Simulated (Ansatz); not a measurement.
**CsPbBr$_{3}$: molecular dynamics (part 2 of 2)**

CsPbBr$_{3}$ (Pm-3m, 5 atoms in the cell); DFT with PBEsol, PAW plane waves, no spin polarisation (Ansatz 0.2.0); cutoff 420 eV, 3×3×3 k-mesh, Gaussian smearing of 0.1 eV. The structure derives from an entry of the Crystallography Open Database.

Geometry of the input (Å; fractional positions):
```
5.6571  0.0000  0.0000
0.0000  5.6571  0.0000
0.0000  0.0000  5.6571
Pb 0.5000  0.5000  0.5000
Cs 0.0000  0.0000  0.0000
Br 0.0000  0.5000  0.5000
Br 0.5000  0.0000  0.5000
Br 0.5000  0.5000  0.0000
```

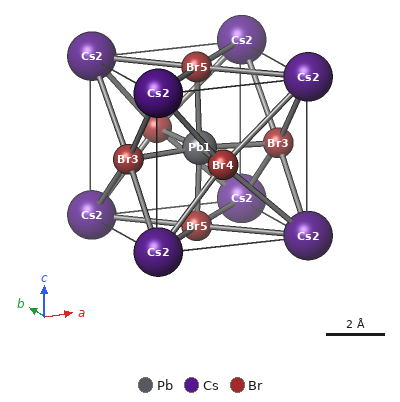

Fig. 1: The geometry at step 21 of the log (ball-and-stick view of the cell of the calculation, seen slightly off an axis; atoms are numbered from 1 in the order of the input).

Trajectory as extended XYZ (Å, eV, eV/Å), 32 of the 41 frames kept, from step=0 to step=40
```
5
Lattice="5.6571 0.0000 0.0000 0.0000 5.6571 0.0000 0.0000 0.0000 5.6571" Properties=species:S:1:pos:R:3:forces:R:3 step=0 time_fs=0.0 energy=-25556.47275 temperature=600.0
Pb    2.8285    2.8285    2.8285    0.0000   0.0000   0.0000
Cs    0.0000    0.0000    0.0000    0.0000   0.0000   0.0000
Br    0.0000    2.8285    2.8285    0.0000   0.0000   0.0000
Br    2.8285    0.0000    2.8285    0.0000   0.0000   0.0000
Br    2.8285    2.8285    0.0000    0.0000   0.0000   0.0000
5
Lattice="5.6571 0.0000 0.0000 0.0000 5.6571 0.0000 0.0000 0.0000 5.6571" Properties=species:S:1:pos:R:3:forces:R:3 step=1 time_fs=3.0 energy=-25556.47223 temperature=599.0
Pb    2.8323    2.8341    2.8252    0.0242  -0.0113   0.0472
Cs    0.0002   -0.0059    0.0038    0.0008   0.0024  -0.0011
Br    0.0089    2.8222    2.8225   -0.0406   0.0041   0.0044
Br    2.8140    0.0038    2.8308    0.0093   0.0020   0.0019
Br    2.8242    2.8264    0.0061    0.0063   0.0028  -0.0524
5
Lattice="5.6571 0.0000 0.0000 0.0000 5.6571 0.0000 0.0000 0.0000 5.6571" Properties=species:S:1:pos:R:3:forces:R:3 step=3 time_fs=9.0 energy=-25556.46814 temperature=591.1
Pb    2.8397    2.8453    2.8187    0.0716  -0.0336   0.1405
Cs    0.0005   -0.0178    0.0113    0.0025   0.0072  -0.0033
Br    0.0267    2.8096    2.8105   -0.1207   0.0124   0.0131
Br    2.7851    0.0114    2.8353    0.0279   0.0055   0.0056
Br    2.8155    2.8222    0.0180    0.0188   0.0085  -0.1559
5
Lattice="5.6571 0.0000 0.0000 0.0000 5.6571 0.0000 0.0000 0.0000 5.6571" Properties=species:S:1:pos:R:3:forces:R:3 step=4 time_fs=12.0 energy=-25556.46468 temperature=584.4
Pb    2.8435    2.8509    2.8155    0.0943  -0.0443   0.1858
Cs    0.0007   -0.0237    0.0151    0.0033   0.0096  -0.0044
Br    0.0353    2.8033    2.8045   -0.1596   0.0167   0.0174
Br    2.7706    0.0152    2.8375    0.0371   0.0069   0.0074
Br    2.8111    2.8202    0.0237    0.0249   0.0112  -0.2062
5
Lattice="5.6571 0.0000 0.0000 0.0000 5.6571 0.0000 0.0000 0.0000 5.6571" Properties=species:S:1:pos:R:3:forces:R:3 step=5 time_fs=15.0 energy=-25556.46036 temperature=576.1
Pb    2.8474    2.8564    2.8124    0.1162  -0.0547   0.2299
Cs    0.0009   -0.0297    0.0189    0.0041   0.0120  -0.0055
Br    0.0439    2.7970    2.7985   -0.1973   0.0210   0.0216
Br    2.7562    0.0190    2.8398    0.0462   0.0079   0.0092
Br    2.8068    2.8181    0.0292    0.0309   0.0138  -0.2551
5
Lattice="5.6571 0.0000 0.0000 0.0000 5.6571 0.0000 0.0000 0.0000 5.6571" Properties=species:S:1:pos:R:3:forces:R:3 step=6 time_fs=18.0 energy=-25556.45529 temperature=566.3
Pb    2.8512    2.8620    2.8094    0.1368  -0.0646   0.2723
Cs    0.0010   -0.0356    0.0226    0.0048   0.0143  -0.0067
Br    0.0521    2.7907    2.7925   -0.2336   0.0254   0.0258
Br    2.7419    0.0229    2.8421    0.0551   0.0085   0.0108
Br    2.8026    2.8160    0.0344    0.0368   0.0163  -0.3022
5
Lattice="5.6571 0.0000 0.0000 0.0000 5.6571 0.0000 0.0000 0.0000 5.6571" Properties=species:S:1:pos:R:3:forces:R:3 step=8 time_fs=24.0 energy=-25556.44336 temperature=543.2
Pb    2.8591    2.8729    2.8038    0.1736  -0.0828   0.3507
Cs    0.0014   -0.0474    0.0302    0.0062   0.0190  -0.0091
Br    0.0679    2.7783    2.7807   -0.3006   0.0345   0.0338
Br    2.7134    0.0305    2.8466    0.0727   0.0082   0.0138
Br    2.7941    2.8119    0.0438    0.0480   0.0211  -0.3892
5
Lattice="5.6571 0.0000 0.0000 0.0000 5.6571 0.0000 0.0000 0.0000 5.6571" Properties=species:S:1:pos:R:3:forces:R:3 step=9 time_fs=27.0 energy=-25556.43677 temperature=530.5
Pb    2.8632    2.8784    2.8011    0.1893  -0.0910   0.3859
Cs    0.0016   -0.0532    0.0339    0.0069   0.0213  -0.0103
Br    0.0754    2.7721    2.7749   -0.3309   0.0393   0.0377
Br    2.6992    0.0344    2.8489    0.0813   0.0071   0.0151
Br    2.7900    2.8099    0.0479    0.0534   0.0233  -0.4283
5
Lattice="5.6571 0.0000 0.0000 0.0000 5.6571 0.0000 0.0000 0.0000 5.6571" Properties=species:S:1:pos:R:3:forces:R:3 step=10 time_fs=30.0 energy=-25556.42996 temperature=517.4
Pb    2.8673    2.8838    2.7987    0.2028  -0.0987   0.4179
Cs    0.0018   -0.0591    0.0377    0.0075   0.0236  -0.0116
Br    0.0824    2.7660    2.7690   -0.3586   0.0443   0.0414
Br    2.6852    0.0382    2.8513    0.0898   0.0053   0.0162
Br    2.7859    2.8080    0.0515    0.0586   0.0255  -0.4639
5
Lattice="5.6571 0.0000 0.0000 0.0000 5.6571 0.0000 0.0000 0.0000 5.6571" Properties=species:S:1:pos:R:3:forces:R:3 step=12 time_fs=36.0 energy=-25556.41620 temperature=490.8
Pb    2.8759    2.8944    2.7943    0.2228  -0.1123   0.4712
Cs    0.0022   -0.0708    0.0451    0.0085   0.0281  -0.0143
Br    0.0954    2.7539    2.7576   -0.4059   0.0549   0.0482
Br    2.6574    0.0460    2.8560    0.1063  -0.0002   0.0181
Br    2.7780    2.8041    0.0572    0.0683   0.0295  -0.5232
5
Lattice="5.6571 0.0000 0.0000 0.0000 5.6571 0.0000 0.0000 0.0000 5.6571" Properties=species:S:1:pos:R:3:forces:R:3 step=13 time_fs=39.0 energy=-25556.40953 temperature=477.9
Pb    2.8803    2.8997    2.7924    0.2288  -0.1182   0.4917
Cs    0.0024   -0.0766    0.0489    0.0089   0.0303  -0.0157
Br    0.1012    2.7480    2.7519   -0.4250   0.0605   0.0512
Br    2.6436    0.0499    2.8584    0.1144  -0.0040   0.0188
Br    2.7741    2.8022    0.0593    0.0729   0.0314  -0.5460
5
Lattice="5.6571 0.0000 0.0000 0.0000 5.6571 0.0000 0.0000 0.0000 5.6571" Properties=species:S:1:pos:R:3:forces:R:3 step=14 time_fs=42.0 energy=-25556.40314 temperature=465.5
Pb    2.8848    2.9049    2.7907    0.2320  -0.1237   0.5078
Cs    0.0026   -0.0824    0.0526    0.0093   0.0325  -0.0171
Br    0.1065    2.7421    2.7463   -0.4409   0.0664   0.0540
Br    2.6300    0.0537    2.8608    0.1223  -0.0085   0.0194
Br    2.7703    2.8004    0.0607    0.0772   0.0333  -0.5640
5
Lattice="5.6571 0.0000 0.0000 0.0000 5.6571 0.0000 0.0000 0.0000 5.6571" Properties=species:S:1:pos:R:3:forces:R:3 step=15 time_fs=45.0 energy=-25556.39714 temperature=453.9
Pb    2.8894    2.9101    2.7893    0.2322  -0.1288   0.5193
Cs    0.0028   -0.0882    0.0563    0.0097   0.0347  -0.0186
Br    0.1114    2.7363    2.7407   -0.4534   0.0725   0.0565
Br    2.6165    0.0576    2.8632    0.1302  -0.0136   0.0197
Br    2.7666    2.7986    0.0615    0.0814   0.0352  -0.5769
5
Lattice="5.6571 0.0000 0.0000 0.0000 5.6571 0.0000 0.0000 0.0000 5.6571" Properties=species:S:1:pos:R:3:forces:R:3 step=17 time_fs=51.0 energy=-25556.38654 temperature=433.5
Pb    2.8989    2.9202    2.7870    0.2235  -0.1378   0.5280
Cs    0.0033   -0.0997    0.0636    0.0102   0.0389  -0.0217
Br    0.1197    2.7249    2.7298   -0.4685   0.0854   0.0606
Br    2.5900    0.0652    2.8681    0.1456  -0.0255   0.0199
Br    2.7595    2.7950    0.0612    0.0892   0.0390  -0.5869
5
Lattice="5.6571 0.0000 0.0000 0.0000 5.6571 0.0000 0.0000 0.0000 5.6571" Properties=species:S:1:pos:R:3:forces:R:3 step=18 time_fs=54.0 energy=-25556.38202 temperature=424.7
Pb    2.9038    2.9252    2.7861    0.2146  -0.1420   0.5253
Cs    0.0035   -0.1054    0.0673    0.0103   0.0410  -0.0234
Br    0.1230    2.7193    2.7244   -0.4709   0.0921   0.0622
Br    2.5770    0.0690    2.8706    0.1532  -0.0322   0.0197
Br    2.7561    2.7934    0.0601    0.0928   0.0410  -0.5838
5
Lattice="5.6571 0.0000 0.0000 0.0000 5.6571 0.0000 0.0000 0.0000 5.6571" Properties=species:S:1:pos:R:3:forces:R:3 step=19 time_fs=57.0 energy=-25556.37803 temperature=417.0
Pb    2.9088    2.9301    2.7856    0.2026  -0.1460   0.5179
Cs    0.0038   -0.1110    0.0709    0.0105   0.0431  -0.0250
Br    0.1259    2.7138    2.7191   -0.4701   0.0991   0.0634
Br    2.5641    0.0728    2.8731    0.1607  -0.0393   0.0194
Br    2.7528    2.7917    0.0584    0.0963   0.0431  -0.5756
5
Lattice="5.6571 0.0000 0.0000 0.0000 5.6571 0.0000 0.0000 0.0000 5.6571" Properties=species:S:1:pos:R:3:forces:R:3 step=21 time_fs=63.0 energy=-25556.37148 temperature=404.3
Pb    2.9190    2.9398    2.7850    0.1697  -0.1537   0.4898
Cs    0.0043   -0.1223    0.0782    0.0106   0.0473  -0.0285
Br    0.1301    2.7033    2.7087   -0.4586   0.1134   0.0646
Br    2.5389    0.0802    2.8782    0.1757  -0.0543   0.0181
Br    2.7464    2.7885    0.0531    0.1027   0.0474  -0.5441
5
Lattice="5.6571 0.0000 0.0000 0.0000 5.6571 0.0000 0.0000 0.0000 5.6571" Properties=species:S:1:pos:R:3:forces:R:3 step=22 time_fs=66.0 energy=-25556.36882 temperature=399.2
Pb    2.9242    2.9446    2.7850    0.1490  -0.1576   0.4697
Cs    0.0045   -0.1279    0.0818    0.0106   0.0493  -0.0304
Br    0.1314    2.6981    2.7036   -0.4483   0.1206   0.0647
Br    2.5266    0.0838    2.8807    0.1831  -0.0621   0.0173
Br    2.7434    2.7870    0.0496    0.1056   0.0497  -0.5214
5
Lattice="5.6571 0.0000 0.0000 0.0000 5.6571 0.0000 0.0000 0.0000 5.6571" Properties=species:S:1:pos:R:3:forces:R:3 step=23 time_fs=69.0 energy=-25556.36645 temperature=394.6
Pb    2.9295    2.9493    2.7853    0.1258  -0.1614   0.4461
Cs    0.0048   -0.1335    0.0853    0.0105   0.0514  -0.0322
Br    0.1323    2.6932    2.6986   -0.4352   0.1279   0.0644
Br    2.5145    0.0873    2.8833    0.1906  -0.0698   0.0162
Br    2.7405    2.7856    0.0454    0.1083   0.0521  -0.4945
5
Lattice="5.6571 0.0000 0.0000 0.0000 5.6571 0.0000 0.0000 0.0000 5.6571" Properties=species:S:1:pos:R:3:forces:R:3 step=25 time_fs=75.0 energy=-25556.36222 temperature=386.4
Pb    2.9402    2.9584    2.7863    0.0721  -0.1693   0.3895
Cs    0.0054   -0.1445    0.0924    0.0103   0.0554  -0.0361
Br    0.1326    2.6836    2.6888   -0.4009   0.1421   0.0629
Br    2.4909    0.0941    2.8886    0.2053  -0.0850   0.0137
Br    2.7351    2.7829    0.0356    0.1132   0.0569  -0.4299
5
Lattice="5.6571 0.0000 0.0000 0.0000 5.6571 0.0000 0.0000 0.0000 5.6571" Properties=species:S:1:pos:R:3:forces:R:3 step=26 time_fs=78.0 energy=-25556.36015 temperature=382.3
Pb    2.9456    2.9629    2.7871    0.0422  -0.1734   0.3573
Cs    0.0057   -0.1499    0.0959    0.0101   0.0574  -0.0381
Br    0.1321    2.6791    2.6840   -0.3801   0.1490   0.0616
Br    2.4794    0.0974    2.8912    0.2126  -0.0923   0.0122
Br    2.7326    2.7816    0.0300    0.1153   0.0593  -0.3930
5
Lattice="5.6571 0.0000 0.0000 0.0000 5.6571 0.0000 0.0000 0.0000 5.6571" Properties=species:S:1:pos:R:3:forces:R:3 step=27 time_fs=81.0 energy=-25556.35797 temperature=378.1
Pb    2.9510    2.9673    2.7880    0.0103  -0.1775   0.3231
Cs    0.0060   -0.1553    0.0994    0.0099   0.0594  -0.0402
Br    0.1311    2.6747    2.6792   -0.3572   0.1556   0.0601
Br    2.4682    0.1006    2.8938    0.2198  -0.0992   0.0105
Br    2.7302    2.7804    0.0239    0.1172   0.0617  -0.3535
5
Lattice="5.6571 0.0000 0.0000 0.0000 5.6571 0.0000 0.0000 0.0000 5.6571" Properties=species:S:1:pos:R:3:forces:R:3 step=28 time_fs=84.0 energy=-25556.35557 temperature=373.5
Pb    2.9565    2.9716    2.7890   -0.0232  -0.1817   0.2872
Cs    0.0063   -0.1607    0.1028    0.0096   0.0614  -0.0423
Br    0.1298    2.6705    2.6745   -0.3323   0.1619   0.0583
Br    2.4572    0.1037    2.8965    0.2270  -0.1056   0.0088
Br    2.7279    2.7793    0.0175    0.1188   0.0640  -0.3120
5
Lattice="5.6571 0.0000 0.0000 0.0000 5.6571 0.0000 0.0000 0.0000 5.6571" Properties=species:S:1:pos:R:3:forces:R:3 step=30 time_fs=90.0 energy=-25556.34978 temperature=362.2
Pb    2.9673    2.9800    2.7914   -0.0943  -0.1903   0.2118
Cs    0.0069   -0.1713    0.1097    0.0091   0.0654  -0.0466
Br    0.1262    2.6626    2.6654   -0.2772   0.1732   0.0541
Br    2.4359    0.1095    2.9019    0.2411  -0.1169   0.0049
Br    2.7238    2.7772    0.0037    0.1213   0.0685  -0.2242
5
Lattice="5.6571 0.0000 0.0000 0.0000 5.6571 0.0000 0.0000 0.0000 5.6571" Properties=species:S:1:pos:R:3:forces:R:3 step=31 time_fs=93.0 energy=-25556.34623 temperature=355.4
Pb    2.9726    2.9841    2.7928   -0.1315  -0.1945   0.1728
Cs    0.0072   -0.1766    0.1130    0.0087   0.0674  -0.0488
Br    0.1239    2.6589    2.6609   -0.2474   0.1782   0.0518
Br    2.4257    0.1122    2.9045    0.2479  -0.1216   0.0029
Br    2.7219    2.7763   -0.0037    0.1222   0.0705  -0.1787
5
Lattice="5.6571 0.0000 0.0000 0.0000 5.6571 0.0000 0.0000 0.0000 5.6571" Properties=species:S:1:pos:R:3:forces:R:3 step=32 time_fs=96.0 energy=-25556.34217 temperature=347.5
Pb    2.9779    2.9881    2.7942   -0.1696  -0.1988   0.1335
Cs    0.0076   -0.1818    0.1164    0.0084   0.0694  -0.0511
Br    0.1213    2.6554    2.6564   -0.2162   0.1825   0.0494
Br    2.4157    0.1148    2.9072    0.2546  -0.1256   0.0007
Br    2.7202    2.7754   -0.0112    0.1228   0.0724  -0.1325
5
Lattice="5.6571 0.0000 0.0000 0.0000 5.6571 0.0000 0.0000 0.0000 5.6571" Properties=species:S:1:pos:R:3:forces:R:3 step=34 time_fs=102.0 energy=-25556.33233 temperature=328.5
Pb    2.9883    2.9959    2.7973   -0.2477  -0.2070   0.0543
Cs    0.0082   -0.1921    0.1229    0.0076   0.0734  -0.0557
Br    0.1155    2.6491    2.6477   -0.1507   0.1894   0.0443
Br    2.3966    0.1195    2.9126    0.2675  -0.1314  -0.0037
Br    2.7171    2.7740   -0.0266    0.1232   0.0756  -0.0391
5
Lattice="5.6571 0.0000 0.0000 0.0000 5.6571 0.0000 0.0000 0.0000 5.6571" Properties=species:S:1:pos:R:3:forces:R:3 step=35 time_fs=105.0 energy=-25556.32654 temperature=317.3
Pb    2.9933    2.9996    2.7988   -0.2873  -0.2110   0.0148
Cs    0.0086   -0.1971    0.1262    0.0072   0.0755  -0.0580
Br    0.1123    2.6462    2.6434   -0.1166   0.1919   0.0417
Br    2.3875    0.1217    2.9153    0.2737  -0.1332  -0.0060
Br    2.7157    2.7734   -0.0344    0.1231   0.0769   0.0075
5
Lattice="5.6571 0.0000 0.0000 0.0000 5.6571 0.0000 0.0000 0.0000 5.6571" Properties=species:S:1:pos:R:3:forces:R:3 step=36 time_fs=108.0 energy=-25556.32016 temperature=304.9
Pb    2.9982    3.0033    2.8004   -0.3270  -0.2149  -0.0242
Cs    0.0089   -0.2021    0.1294    0.0067   0.0775  -0.0604
Br    0.1090    2.6436    2.6392   -0.0820   0.1937   0.0391
Br    2.3787    0.1237    2.9180    0.2796  -0.1343  -0.0083
Br    2.7145    2.7729   -0.0421    0.1227   0.0779   0.0538
5
Lattice="5.6571 0.0000 0.0000 0.0000 5.6571 0.0000 0.0000 0.0000 5.6571" Properties=species:S:1:pos:R:3:forces:R:3 step=37 time_fs=111.0 energy=-25556.31322 temperature=291.5
Pb    3.0030    3.0069    2.8019   -0.3667  -0.2186  -0.0627
Cs    0.0093   -0.2071    0.1325    0.0063   0.0796  -0.0628
Br    0.1056    2.6411    2.6350   -0.0469   0.1949   0.0366
Br    2.3702    0.1256    2.9206    0.2852  -0.1346  -0.0105
Br    2.7134    2.7724   -0.0499    0.1220   0.0787   0.0994
5
Lattice="5.6571 0.0000 0.0000 0.0000 5.6571 0.0000 0.0000 0.0000 5.6571" Properties=species:S:1:pos:R:3:forces:R:3 step=39 time_fs=117.0 energy=-25556.29786 temperature=261.8
Pb    3.0121    3.0138    2.8049   -0.4449  -0.2257  -0.1375
Cs    0.0100   -0.2169    0.1387    0.0054   0.0838  -0.0676
Br    0.0987    2.6369    2.6267    0.0237   0.1953   0.0318
Br    2.3541    0.1289    2.9259    0.2957  -0.1331  -0.0150
Br    2.7117    2.7718   -0.0649    0.1202   0.0797   0.1882
5
Lattice="5.6571 0.0000 0.0000 0.0000 5.6571 0.0000 0.0000 0.0000 5.6571" Properties=species:S:1:pos:R:3:forces:R:3 step=40 time_fs=120.0 energy=-25556.28958 temperature=245.8
Pb    3.0164    3.0171    2.8063   -0.4831  -0.2290  -0.1733
Cs    0.0104   -0.2217    0.1417    0.0049   0.0860  -0.0700
Br    0.0953    2.6350    2.6226    0.0587   0.1946   0.0296
Br    2.3465    0.1303    2.9286    0.3005  -0.1314  -0.0171
Br    2.7110    2.7716   -0.0722    0.1190   0.0798   0.2309
```

Key numbers

```csv
quantity,value
outcome,finished
mean temperature over the second half,348 K
trajectory,"40 steps, 120 fs"
ensemble,nve
temperature in the input,600.0 K
time step,3.0 fs
space group of the start (tolerance 0.01 Å),Pm-3m (221)
electrons treated,44
potential energy (free energy of the electrons) (last step),−25556.2896 eV
Fermi energy (last step),5.448 eV
largest force (length of the vector) (last step),0.562 eV/Å
wall time,73 s (CPU time 2.4 min)
peak memory,0.44 GiB
```

Remarks

Spin–orbit coupling is left out, which matters for Pb. So short a trajectory is not equilibrated.
